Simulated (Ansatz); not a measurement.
## Run report: LiH2, geometry relaxation

System: LiH2 (Fd-3m, 6 atoms in the cell).
Method: DFT PBE, scalar-relativistic, plane waves, PAW, no spin polarisation (Ansatz 0.2.0).

The structure was made by a generator, so it may or may not be a known phase. Figures and captions count atoms from 1; the log counts them from 0 in places.

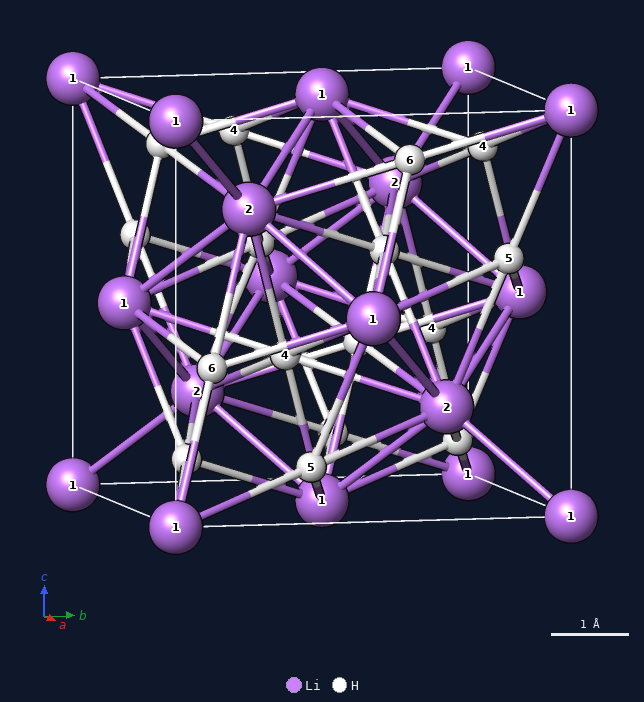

Fig. 1: The input geometry (ball-and-stick view of the cell 4 times as large as that of the calculation, set on its symmetry axes, seen slightly off an axis; atoms are numbered from 1 in the order of the input).

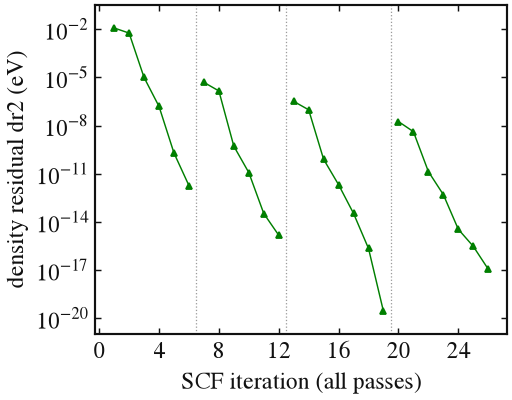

Fig. 2: Convergence of the self-consistent field: density residual dr2 against the SCF iteration. The dotted lines part the SCF passes of the relaxation: geometry steps, rejected trials and re-solves on a re-selected basis. The passes take 6, 6, 7 and 7 iterations.

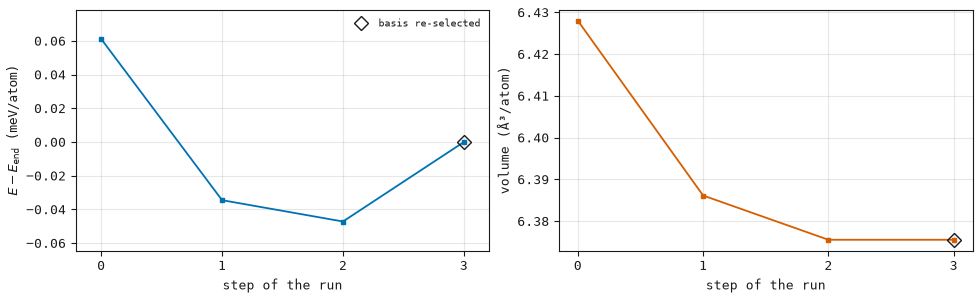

Fig. 3: Progress of the relaxation, step by step (the first geometry is step 0 here and step 1 in the log). The atoms keep their places relative to the cell (all moves are under 0.005 Å). After 2 geometry steps the energy has fallen by 0.1 meV per atom. All forces vanish by symmetry, so only the cell relaxes. Pressure: −0.35 GPa at the start and −0.01 GPa at the end. A last SCF at the same geometry on a re-selected plane-wave basis shifts the energy by +0.0 meV per atom.

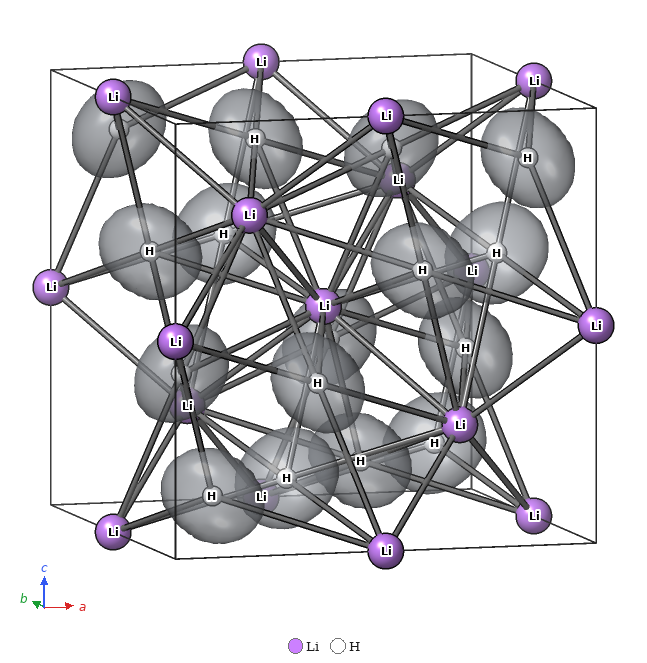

Fig. 4: Isosurface of the electron localisation function at 0.85 (grey), seen slightly off an axis. Core shells and regions of very low density are left out. Sticks mark near contacts. The outline is the cell set on symmetry axes. Li–Li (2.32 Å): the ELF is about 0.10 at the midpoint (no localised pair between them). The fields are those of the smooth PAW valence density.

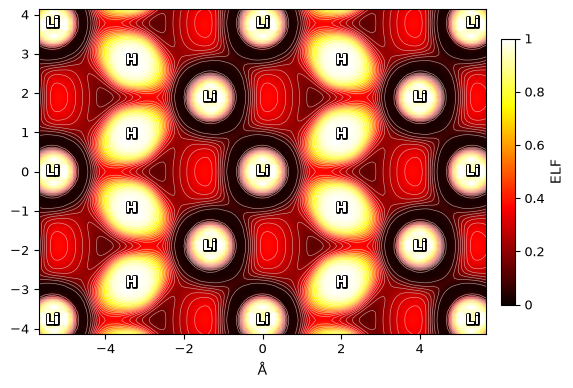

Fig. 5: ELF on the (110) plane of the conventional cell. The plane passes through Li and H nuclei. Li–Li (2.32 Å): the ELF is about 0.10 at the midpoint; no localised pair between them. The strong features right at Li lie inside the PAW spheres (semicore, d or f shells) and say nothing about bonding.

The input and output of the run follow.

Input
```yaml
crystal:
  lattice:
    - [0.0, 2.6816319075, 2.6816319075]
    - [2.6816319075, 0.0, 2.6816319075]
    - [2.6816319075, 2.6816319075, 0.0]
  atoms:
    - { symbol: Li, position: [0.0, 0.0, 0.0] }
    - { symbol: Li, position: [0.25, 0.25, 0.25] }
    - { symbol: H, position: [0.625, 0.625, 0.625] }
    - { symbol: H, position: [0.125, 0.625, 0.625] }
    - { symbol: H, position: [0.625, 0.625, 0.125] }
    - { symbol: H, position: [0.625, 0.125, 0.625] }
basis:
  ecutwfc: 420
kpoints:
  mp_grid: { grid: [12, 12, 12] }
hamiltonian:
  xc: pbe
scf:
  occupations: { method: gaussian, width: 0.1 }
output:
  forces: true
  stress: true
  eigenvalues: true
  write_density: true
  write_potential: true
  elf: true
  volumetric_format: npy
relax:
  adjacent_minimum: "off"
  f_tol: 0.01
  max_steps: 80
  cell: { stress_tol: 0.05 }
```

Launched with:
```bash
ansatz run input.yaml --threads 1 --pin off --max-ram 2048MiB --backend cpu --events-out ev --progress --plain --runs-dir out
```

What the program printed
```
Engine: ansatz 0.2.0, x86_64-unknown-linux-gnu
Pseudopotentials: kind: paw
Pseudopotential: Li, paw, valence charge 3, recommended cutoff 420 eV (normal), Li.paw.azcp
Pseudopotential: H, paw, valence charge 1, recommended cutoff 420 eV (normal), H.paw.azcp
Functional definition: PBE
  parameter kappa = 0.804
  parameter beta = 0.06672455060314922
  exchange = pbe_x(kappa = kappa, mu = beta*pi^2/3)
  correlation = pbe_c(beta = beta)
Crystal: 6 atoms, lattice volume = 38.568 Å³
Basis set: ecut = 420 eV, 749 PW (Γ), exchange–correlation on 54×54×54 points (8 copies of the dense FFT grid, shifted against one another)
Bands: 11, of which v1, the nominal top of the filled ones, is band 5 counted from 1 (4 counted from 0)
Symmetry: 48 space group operations
Space group: Fd-3m (ITA 227), of the structure as read, at distance tolerance 3.4e-5 Å
k-points: 72 of 1728
Non-local potential: Li, projectors of the file, l = 0: 3, l = 1: 2, l = 2: 1
Non-local potential: H, projectors of the file, l = 0: 2, l = 1: 1
PAW form: soft (Blöchl's): semilocal exchange-correlation on the pseudo side does not see the compensation charge
PAW one-centre angular grid: Li, 110 points (default); XC on 64 Gauss nodes
PAW one-centre angular grid: H, 110 points (default); XC on 64 Gauss nodes
Initial density: superposition of atomic densities (neutral atoms: chi_scale 0, normalization atom), corrected by the library's trained network
Initial wavefunctions: pseudopotential atomic-orbital guess
Functional: x = pbe(κ = 0.804, μ = 0.2195149727645171), c = pbe(β = 0.06672455060314922)
SCF iter   1: F=—  HF=-469.148053 eV  |F-HF|=—  |Δ(HF+E_count)|=         —  Δρ=6.24e-3  dr2=1.21e-2  ethr=1.77e-3  ⟨swp⟩=4.3  Hψ=4144  notcnv=0  defer=2
preconditioner: auto → none  [metal: Δε(μ)=0.061 eV  Ē_g=10.394 eV  σ=0.100 eV  W_gap=0.31  n_scr=8 (ndim 8)  ℏωp=14.6 eV  f_vac=0.000  D(μ)=1.36/eV (n_scr^D=14)  sad-step TF]
SCF iter   2: F=—  HF=-469.147285 eV  |F-HF|=—  |Δ(HF+E_count)|=   7.68e-4  Δρ=4.12e-3  dr2=5.81e-3  ethr=1.21e-4  ⟨swp⟩=1.0  Hψ=1368  notcnv=0  defer=2
SCF iter   3: F=—  HF=-469.146180 eV  |F-HF|=—  |Δ(HF+E_count)|=   1.11e-3  Δρ=2.59e-4  dr2=9.97e-6  ethr=5.81e-5  ⟨swp⟩=2.0  Hψ=891  notcnv=0  defer=2
SCF iter   4: F=—  HF=-469.146194 eV  |F-HF|=—  |Δ(HF+E_count)|=   1.43e-5  Δρ=2.84e-5  dr2=1.57e-7  ethr=9.97e-8  ⟨swp⟩=2.3  Hψ=1054  notcnv=0  defer=2
iter 5 did not close the SCF: its close was put off for the readings that it lacked (scf_convergence_deferred on its scf_iter line)
SCF iter   5: F=-469.146194 eV  HF=-469.146194 eV  |F-HF|=2.26e-11  |Δ(HF+E_count)|=   2.09e-7  Δρ=8.80e-7  dr2=1.96e-10  ethr=1.57e-9  ⟨swp⟩=2.0  Hψ=915  notcnv=0  defer=2
SCF iter   6: F=-469.146194 eV  HF=-469.146194 eV  |F-HF|=4.55e-13  |Δ(HF+E_count)|=  1.15e-10  Δρ=5.98e-8  dr2=1.84e-12  ethr=1.96e-12  ⟨swp⟩=6.0  Hψ=3600  notcnv=0
SCF 1 converged in 6 iterations: F = -469.146194 eV  dr2 = 1.84e-12
  greatest PAW one-centre occupation: 1.000 electrons in one spin orbital (limit 2), on the Li atom at site 1 (counted from 0), in its partial waves of l = 0
relax step   1: F+E_penalty+E_count = -469.14619439 eV  Δ(F+E_penalty+E_count) = +0.000e0 eV  max|allowed force component| = 1.156e-17 eV/Å  Δτ_max = 0.0000 Å  P = -0.351 GPa  Ω = 38.568 Å³  (6 SCF iters, accepted)
Crystal: 6 atoms, lattice volume = 38.317 Å³
Basis set: ecut = 420 eV, 725 PW (Γ), exchange–correlation on 54×54×54 points (8 copies of the dense FFT grid, shifted against one another)
Initial density: handed on by an earlier stage of this run
Initial wavefunctions: those handed on with the density
iter 1 solved again at ethr=4.95e-8 eV; its pass at ethr=3.10e-3 eV (dr2=4.95e-6 eV) is discarded
SCF iter   1: F=—  HF=-469.146776 eV  |F-HF|=—  |Δ(HF+E_count)|=         —  Δρ=1.48e-4  dr2=4.95e-6  ethr=4.95e-8  ⟨swp⟩=2.1  Hψ=4965  notcnv=0
preconditioner: auto → none  [metal: Δε(μ)=0.040 eV  Ē_g=10.473 eV  σ=0.100 eV  W_gap=0.22  n_scr=8 (ndim 8)  ℏωp=14.7 eV  f_vac=0.000  D(μ)=1.37/eV (n_scr^D=14)]
SCF iter   2: F=—  HF=-469.146769 eV  |F-HF|=—  |Δ(HF+E_count)|=   6.36e-6  Δρ=7.93e-5  dr2=1.45e-6  ethr=4.95e-8  ⟨swp⟩=1.0  Hψ=792  notcnv=0
iter 3 did not close the SCF: its close was put off for the readings that it lacked (scf_convergence_deferred on its scf_iter line)
SCF iter   3: F=-469.146768 eV  HF=-469.146768 eV  |F-HF|=1.45e-9  |Δ(HF+E_count)|=   1.13e-6  Δρ=2.07e-6  dr2=5.22e-10  ethr=1.45e-8  ⟨swp⟩=2.0  Hψ=1140  notcnv=0
iter 4 did not close the SCF: its close was put off for the readings that it lacked (scf_convergence_deferred on its scf_iter line)
SCF iter   4: F=-469.146768 eV  HF=-469.146768 eV  |F-HF|=1.02e-12  |Δ(HF+E_count)|=   1.36e-9  Δρ=2.56e-7  dr2=1.19e-11  ethr=5.22e-12  ⟨swp⟩=2.4  Hψ=1095  notcnv=0
iter 5 did not close the SCF: its close was put off for the readings that it lacked (scf_convergence_deferred on its scf_iter line)
SCF iter   5: F=-469.146768 eV  HF=-469.146768 eV  |F-HF|=1.14e-13  |Δ(HF+E_count)|=  3.35e-12  Δρ=2.07e-8  dr2=3.36e-14  ethr=1.00e-12  ⟨swp⟩=1.0  Hψ=792  notcnv=0
SCF iter   6: F=-469.146768 eV  HF=-469.146768 eV  |F-HF|=0.00e0  |Δ(HF+E_count)|=  5.68e-14  Δρ=3.18e-9  dr2=1.49e-15  ethr=1.00e-12  ⟨swp⟩=2.0  Hψ=2226  notcnv=0
SCF 2 converged in 6 iterations: F = -469.146768 eV  dr2 = 1.49e-15
relax step   2: F+E_penalty+E_count = -469.14676835 eV  Δ(F+E_penalty+E_count) = -5.740e-4 eV  max|allowed force component| = 5.474e-17 eV/Å  Δτ_max = 0.0000 Å  P = -0.071 GPa  Ω = 38.317 Å³  energy of the carried Pulay correction = +2.421e-4 eV  (6 SCF iters, dr2 threshold 3.08e-7 eV, accepted)
Crystal: 6 atoms, lattice volume = 38.253 Å³
iter 1 solved again at ethr=3.23e-9 eV; its pass at ethr=3.10e-3 eV (dr2=3.23e-7 eV) is discarded
SCF iter   1: F=—  HF=-469.146847 eV  |F-HF|=—  |Δ(HF+E_count)|=         —  Δρ=3.77e-5  dr2=3.24e-7  ethr=3.23e-9  ⟨swp⟩=2.0  Hψ=4851  notcnv=0
preconditioner: auto → none  [metal: Δε(μ)=0.040 eV  Ē_g=10.484 eV  σ=0.100 eV  W_gap=0.21  n_scr=8 (ndim 8)  ℏωp=14.7 eV  f_vac=0.000  D(μ)=1.36/eV (n_scr^D=14)]
SCF iter   2: F=—  HF=-469.146844 eV  |F-HF|=—  |Δ(HF+E_count)|=   2.90e-6  Δρ=2.04e-5  dr2=9.68e-8  ethr=3.23e-9  ⟨swp⟩=1.0  Hψ=792  notcnv=0
iter 3 did not close the SCF: its close was put off for the readings that it lacked (scf_convergence_deferred on its scf_iter line)
SCF iter   3: F=-469.146844 eV  HF=-469.146844 eV  |F-HF|=1.49e-10  |Δ(HF+E_count)|=   7.45e-8  Δρ=6.61e-7  dr2=7.96e-11  ethr=9.68e-10  ⟨swp⟩=2.0  Hψ=1139  notcnv=0
iter 4 did not close the SCF: its close was put off for the readings that it lacked (scf_convergence_deferred on its scf_iter line)
SCF iter   4: F=-469.146844 eV  HF=-469.146844 eV  |F-HF|=8.53e-13  |Δ(HF+E_count)|=  1.35e-10  Δρ=1.17e-7  dr2=2.09e-12  ethr=1.00e-12  ⟨swp⟩=2.1  Hψ=1147  notcnv=0
iter 5 did not close the SCF: its close was put off for the readings that it lacked (scf_convergence_deferred on its scf_iter line)
SCF iter   5: F=-469.146844 eV  HF=-469.146844 eV  |F-HF|=5.68e-14  |Δ(HF+E_count)|=  1.19e-12  Δρ=1.32e-8  dr2=3.38e-14  ethr=1.00e-12  ⟨swp⟩=1.0  Hψ=792  notcnv=0
iter 6 did not close the SCF: its close was put off for the readings that it lacked (scf_convergence_deferred on its scf_iter line)
SCF iter   6: F=-469.146844 eV  HF=-469.146844 eV  |F-HF|=1.71e-13  |Δ(HF+E_count)|=  5.68e-14  Δρ=9.68e-10  dr2=2.23e-16  ethr=1.00e-12  ⟨swp⟩=1.0  Hψ=792  notcnv=0
SCF iter   7: F=-469.146844 eV  HF=-469.146844 eV  |F-HF|=5.68e-14  |Δ(HF+E_count)|=  1.71e-13  Δρ=1.52e-11  dr2=2.68e-20  ethr=1.00e-12  ⟨swp⟩=1.0  Hψ=1874  notcnv=0
SCF 3 converged in 7 iterations: F = -469.146844 eV  dr2 = 2.68e-20
relax step   3: F+E_penalty+E_count = -469.14684389 eV  Δ(F+E_penalty+E_count) = -7.554e-5 eV  max|allowed force component| = 3.932e-17 eV/Å  Δτ_max = 0.0000 Å  P = +0.001 GPa  Ω = 38.253 Å³  energy of the carried Pulay correction = +3.036e-4 eV  (7 SCF iters, accepted)
Initial wavefunctions: pseudopotential atomic-orbital guess (no wavefunctions were taken with the density)
iter 1 solved again at ethr=2.80e-9 eV; its pass at ethr=3.10e-3 eV (dr2=2.80e-7 eV) is discarded
SCF iter   1: F=—  HF=-469.146563 eV  |F-HF|=—  |Δ(HF+E_count)|=         —  Δρ=2.10e-5  dr2=1.80e-8  ethr=2.80e-9  ⟨swp⟩=2.9  Hψ=6176  notcnv=0
SCF iter   2: F=—  HF=-469.146561 eV  |F-HF|=—  |Δ(HF+E_count)|=   2.55e-6  Δρ=1.06e-5  dr2=4.21e-9  ethr=1.80e-10  ⟨swp⟩=2.6  Hψ=1107  notcnv=0
iter 3 did not close the SCF: its close was put off for the readings that it lacked (scf_convergence_deferred on its scf_iter line)
SCF iter   3: F=-469.146561 eV  HF=-469.146561 eV  |F-HF|=9.34e-11  |Δ(HF+E_count)|=   4.18e-8  Δρ=5.00e-7  dr2=1.38e-11  ethr=4.21e-11  ⟨swp⟩=2.0  Hψ=1002  notcnv=0
iter 4 did not close the SCF: its close was put off for the readings that it lacked (scf_convergence_deferred on its scf_iter line)
SCF iter   4: F=-469.146561 eV  HF=-469.146561 eV  |F-HF|=1.99e-12  |Δ(HF+E_count)|=  9.80e-11  Δρ=6.30e-8  dr2=5.06e-13  ethr=1.00e-12  ⟨swp⟩=1.9  Hψ=993  notcnv=0
iter 5 did not close the SCF: its close was put off for the readings that it lacked (scf_convergence_deferred on its scf_iter line)
SCF iter   5: F=-469.146561 eV  HF=-469.146561 eV  |F-HF|=5.68e-14  |Δ(HF+E_count)|=  2.16e-12  Δρ=3.97e-9  dr2=3.51e-15  ethr=1.00e-12  ⟨swp⟩=1.0  Hψ=792  notcnv=0
iter 6 did not close the SCF: its close was put off for the readings that it lacked (scf_convergence_deferred on its scf_iter line)
SCF iter   6: F=-469.146561 eV  HF=-469.146561 eV  |F-HF|=5.68e-14  |Δ(HF+E_count)|=  1.14e-13  Δρ=1.09e-9  dr2=3.04e-16  ethr=1.00e-12  ⟨swp⟩=1.0  Hψ=792  notcnv=0
SCF iter   7: F=-469.146561 eV  HF=-469.146561 eV  |F-HF|=1.14e-13  |Δ(HF+E_count)|=  1.14e-13  Δρ=1.82e-10  dr2=1.15e-17  ethr=1.00e-12  ⟨swp⟩=1.0  Hψ=1872  notcnv=0
SCF 4 converged in 7 iterations: F = -469.146561 eV  dr2 = 1.15e-17
relax step   4: F+E_penalty+E_count = -469.14656060 eV  Δ(F+E_penalty+E_count) = +2.833e-4 eV  max|allowed force component| = 3.469e-17 eV/Å  Δτ_max = 0.0000 Å  P = -0.007 GPa  Ω = 38.253 Å³  stress off target by 6.71e-3 GPa  SCF on the basis re-selected at this cell (its energy is not comparable with the rows above)  (7 SCF iters)
basis re-selected at this cell: Δ(F+E_penalty+E_count) = +2.833e-4 eV, ΔP = -0.007 GPa vs the last step (what re-selecting the basis moved, of the pressure what is left beyond the Pulay correction that the steps carried, after the strain that the cell walked since its last selection, with what the two solves' SCF thresholds leave and, on support functions, any second-order correction that the steps lacked; it is no measure of the basis error at this ecutwfc). This SCF's stress stands 6.71e-3 GPa from its target on what of the cell is left free (relax.cell.stress_tol is 5.00e-2 GPa) and its largest allowed force component is 3.47e-17 eV/Å (relax.f_tol is 1.00e-2 eV/Å): within both
SCF converged after 7 iterations
Free energy (F): -469.146561 eV
Harris-Foulkes:  -469.146561 eV  (|F-HF|=1.14e-13)
Internal energy: -469.139744 eV  (E = F + TS)
E sigma→0 (E₀):  -469.143152 eV
Entropy (-TS):   -0.006816 eV (-1.136 meV/atom)
Fermi energy:    2.094124 eV
--- Per-component energies (eV) ---
  E_band       = -183.749284
  E_kinetic    = 93.970701
  E_local      = -250.843997  (includes V_loc(G=0)·N_el)
  E_nonlocal   = -61.403374
  E_hartree    = 67.026843
  E_xc         = -55.758239
  E_vxc        = -72.206660  (∫ρ·V_xc dr)
  E_paw        = -43.630868  (= ΣΔE_a)
  E_vpaw       = -27.315871  (= ΣTr[D̂ρ^β])
  E_aug_tail   = -0.003768  (compensation charges beyond the density's cutoff)
  E_ewald      = -218.497041
  E_smearing   = -0.006816  (= −TS)
  E_closure    = 0.000000  (closes the sum)
  Σ components = -469.146561   (vs F -469.146561, Δ=0.00e0)
--- Forces (eV/Å), atoms counted from 1 ---
  atom   1  Li     0.00000000    -0.00000000     0.00000000
  atom   2  Li    -0.00000000    -0.00000000    -0.00000000
  atom   3  H      0.00000000    -0.00000000     0.00000000
  atom   4  H      0.00000000    -0.00000000    -0.00000000
  atom   5  H      0.00000000    -0.00000000    -0.00000000
  atom   6  H      0.00000000    -0.00000000     0.00000000
  max |Σ_I F_I| component: 3.01e-17 eV/Å
--- Stress (GPa, compression-positive) ---
       -0.006710       0.000000       0.000000
        0.000000      -0.006710       0.000000
        0.000000       0.000000      -0.006710
  P = ⅓ Tr σ = -0.0067 GPa (-0.067 kbar)
--- Band table (eV; the first three rows and the last of 72) ---
  k-point 0: bands = ["-43.7691", "-43.5708", "-6.8692", "3.9003", "3.9003", "3.9003", "9.1247", "9.1247", "9.1247", "11.1376", "11.1376"]
  k-point 1: bands = ["-43.7665", "-43.5733", "-6.7936", "3.3531", "3.8403", "3.8403", "9.0315", "9.2304", "9.2304", "10.8075", "10.8075"]
  k-point 2: bands = ["-43.7589", "-43.5803", "-6.5694", "2.1453", "3.6963", "3.6963", "8.6815", "9.0816", "9.0816", "10.7369", "10.7369"]
  k-point 71: bands = ["-43.6682", "-43.6682", "-3.0779", "-3.0779", "1.0082", "1.0082", "9.3380", "9.3380", "9.4250", "9.4250", "16.6723"]
--- Relaxed structure (3 steps of the walk, 3 accepted, 1 SCFs on fresh bases) ---
  F+E_penalty+E_count = -469.14656060 eV   max|allowed force component| = 3.469e-17 eV/Å   (the final SCF, on the basis selected at the relaxed cell)
  cell:  # Å, volume = 38.2533 Å³
    - [-1.0827665569903128e-34, 2.6743171584430026, 2.6743171584430026]
    - [2.6743171584430026, -6.209984665091499e-35, 2.6743171584430026]
    - [2.6743171584430026, 2.6743171584430026, 7.961518801399364e-36]
  atoms:
    - { symbol: Li, position: [-2.6264395858663117e-34, 1.8278236503128606e-34, 2.928180501407194e-34] }
    - { symbol: Li, position: [0.25, 0.25, 0.25] }
    - { symbol: H, position: [0.625, 0.625, 0.625] }
    - { symbol: H, position: [0.125, 0.625, 0.625] }
    - { symbol: H, position: [0.625, 0.625, 0.125] }
    - { symbol: H, position: [0.625, 0.125, 0.625] }
```

Trajectory as extended XYZ (Å, eV, eV/Å), 4 frames, from step=1 to step=4
```
6
Lattice="0.0000 2.6816 2.6816 2.6816 0.0000 2.6816 2.6816 2.6816 0.0000" Properties=species:S:1:pos:R:3:forces:R:3 step=1 energy=-469.14619 pressure_GPa=-0.35
Li    0.0000    0.0000    0.0000    0.0000   0.0000   0.0000
Li    1.3408    1.3408    1.3408    0.0000   0.0000   0.0000
H     3.3520    3.3520    3.3520    0.0000   0.0000   0.0000
H     3.3520    2.0112    2.0112    0.0000   0.0000   0.0000
H     2.0112    2.0112    3.3520    0.0000   0.0000   0.0000
H     2.0112    3.3520    2.0112    0.0000   0.0000   0.0000
6
Lattice="0.0000 2.6758 2.6758 2.6758 0.0000 2.6758 2.6758 2.6758 0.0000" Properties=species:S:1:pos:R:3:forces:R:3 step=2 energy=-469.14677 pressure_GPa=-0.07
Li    0.0000    0.0000    0.0000    0.0000   0.0000   0.0000
Li    1.3379    1.3379    1.3379    0.0000   0.0000   0.0000
H     3.3447    3.3447    3.3447    0.0000   0.0000   0.0000
H     3.3447    2.0068    2.0068    0.0000   0.0000   0.0000
H     2.0068    2.0068    3.3447    0.0000   0.0000   0.0000
H     2.0068    3.3447    2.0068    0.0000   0.0000   0.0000
6
Lattice="0.0000 2.6743 2.6743 2.6743 0.0000 2.6743 2.6743 2.6743 0.0000" Properties=species:S:1:pos:R:3:forces:R:3 step=3 energy=-469.14684 pressure_GPa=0.00
Li    0.0000    0.0000    0.0000    0.0000   0.0000   0.0000
Li    1.3372    1.3372    1.3372    0.0000   0.0000   0.0000
H     3.3429    3.3429    3.3429    0.0000   0.0000   0.0000
H     3.3429    2.0057    2.0057    0.0000   0.0000   0.0000
H     2.0057    2.0057    3.3429    0.0000   0.0000   0.0000
H     2.0057    3.3429    2.0057    0.0000   0.0000   0.0000
6
Lattice="0.0000 2.6743 2.6743 2.6743 0.0000 2.6743 2.6743 2.6743 0.0000" Properties=species:S:1:pos:R:3:forces:R:3 step=4 energy=-469.14656 pressure_GPa=-0.01
Li    0.0000    0.0000    0.0000    0.0000   0.0000   0.0000
Li    1.3372    1.3372    1.3372    0.0000   0.0000   0.0000
H     3.3429    3.3429    3.3429    0.0000   0.0000   0.0000
H     3.3429    2.0057    2.0057    0.0000   0.0000   0.0000
H     2.0057    2.0057    3.3429    0.0000   0.0000   0.0000
H     2.0057    3.3429    2.0057    0.0000   0.0000   0.0000
```

Key numbers

```tsv
quantity	value
outcome	converged
space group (tolerance 0.01 Å)	Fd-3m (227)
electrons treated	10
free energy	−469.1466 eV
Fermi energy	2.094 eV
gap on the k-point mesh	none (metallic)
pressure	−0.01 GPa
final volume	38.25 Å³
largest force (length of the vector) at the end	under 0.001 eV/Å
final cell	a = 3.782 Å, b = 3.782 Å, c = 3.782 Å, α = 60.00°, β = 60.00°, γ = 60.00°
hardware	1 thread of AMD EPYC (Zen 3), 64 GiB of memory available, shared host
wall time	6.8 s
peak memory	0.35 GiB
```
